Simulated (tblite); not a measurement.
Single-point calculation, with input and output: BAs

System: BAs (2 atoms in the cell).
Method: with the settings of its input (tblite 0.8.0).

The structure was built on a prototype by a generator. The geometry comes from this level: r2SCAN. It belongs to a series of runs on one base structure; here: mixer-damping = 0.1.

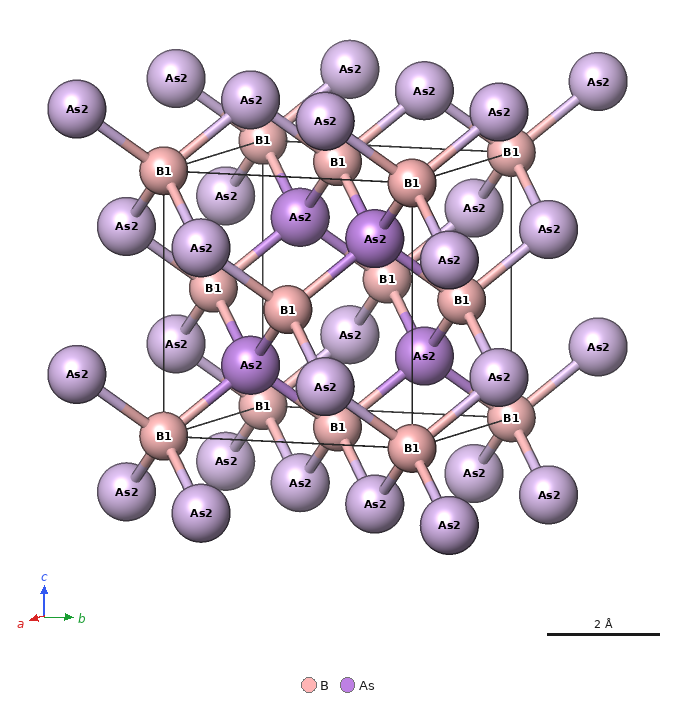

*The structure (ball-and-stick view of the cell 4 times as large as that of the calculation, set on its symmetry axes, seen slightly off an axis; neighbours outside the cell are drawn fainter; atoms are numbered from 1 in the order of the input).*

**The input**
```python
import json
from ase import Atoms
from ase.build import make_supercell
from ase.units import Bohr, GPa, Hartree
from tblite.interface import Calculator

atoms = Atoms(['B', 'As'],
              cell=[[0.0, 2.3918676, 2.3918676], [2.3918676, 0.0, 2.3918676], [2.3918676, 2.3918676, 0.0]],
              scaled_positions=[[0.0, 0.0, 0.0], [0.25, 0.25, 0.25]],
              pbc=True)
cluster = make_supercell(atoms, [[-2, 2, 2], [-2, -2, 2], [2, -2, 2]])
calc = Calculator('GFN2-xTB', cluster.numbers, cluster.positions / Bohr, lattice=cluster.cell[:] / Bohr, periodic=cluster.pbc)
calc.set('temperature', 0.02 / Hartree)
calc.set('max-iter', 150)
calc.set('mixer-damping', 0.1)
res = calc.singlepoint()
levels = res.get('orbital-energies') * Hartree
nv = round(res.get('orbital-occupations').sum() / 2)
cells = len(cluster) // len(atoms)
out = {'energy_per_cell': res.get('energy') * Hartree / cells, 'homo': levels[nv - 1], 'lumo': levels[nv],
       'stress': (-res.get('virial') * Hartree / cluster.get_volume() / GPa).tolist(), 'charges': res.get('charges')[:len(atoms)].tolist(), 'electrons': 2 * nv / cells}
json.dump(out, open('results.json', 'w'))
for key, value in out.items():
    print(key, value)
```

Launched with:
```bash
python run.py
```

**Output**
```
------------------------------------------------------------
  cycle        total energy    energy error   density error
------------------------------------------------------------
      1     -113.6179164931  -1.1414970E+02   3.7532704E-01
      2     -113.6630533935  -4.5136900E-02   3.3734602E-01
      3     -109.3730452870   4.2900081E+00   1.9265765E-01
      4     -109.2282260556   1.4481923E-01   1.9523011E-01
      5     -114.0359737953  -4.8077477E+00   4.6213778E-02
      6     -111.0724870064   2.9634868E+00   1.4965711E-01
      7     -113.6821304231  -2.6096434E+00   6.6174706E-02
      8     -114.3304743543  -6.4834393E-01   2.7511822E-03
      9     -114.3311200650  -6.4571076E-04   2.6349557E-03
     10     -114.3312318519  -1.1178688E-04   2.1000598E-03
     11     -114.3315372953  -3.0544334E-04   1.0523958E-05
     12     -114.3315373016  -6.3321295E-09   1.4272333E-06
------------------------------------------------------------

 total:                                   6.094 sec
energy_per_cell -97.22248738353495
homo -8.596360001239411
lumo -7.567998503075116
stress [[9.179037328806235, -1.0845383644964814e-06, 1.0845381971273746e-06], [-1.0845383641080757e-06, 9.179037328806292, 1.0845381801028344e-06], [1.0845381969011137e-06, 1.0845381811149702e-06, 9.179037328806187]]
charges [0.19516389595936046, -0.1951652927944834]
electrons 8.0
```

**Key numbers**

```csv
quantity,value
outcome,converged
space group (tolerance 0.01 Å),F-43m (216)
electrons treated,8
total energy,−97.2225 eV
band gap,1.03 eV
pressure,9.18 GPa
hardware,"1 thread of Arm Neoverse V1, 112 GiB of memory available, shared host"
wall time,6.8 s
peak memory,0.12 GiB
```

Settings chosen away from the usual ones: mixer-damping = 0.1.
